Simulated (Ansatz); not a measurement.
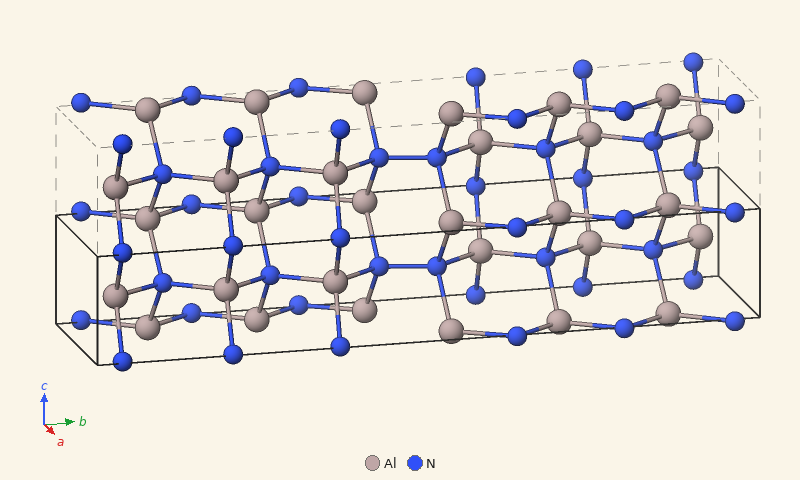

A ball-and-stick rendering, viewed slightly off an axis. A block of 1×1×2 cells is shown, with one conventional unit cell in solid outline. Cell: a = 4.403 Å, b = 18.929 Å, c = 3.114 Å, α = 90.00°, β = 90.00°, γ = 90.00°.

Describe the crystal.

- The structure is one of AlN.
- Space group: Pnnm (No. 58). Lattice: primitive orthorhombic.
- There are 24 atoms in the cell: 12 Al, 12 N.
- With all contacts inside bonding distance counted, the coordination numbers are Al 4 and N 4.

Starting structure: a structure listed in the Materials Project. It was relaxed with DFT PBE, scalar-relativistic, plane waves, PAW in Ansatz 0.2.0 under a constraint or pressure on the cell, so some stress remains.
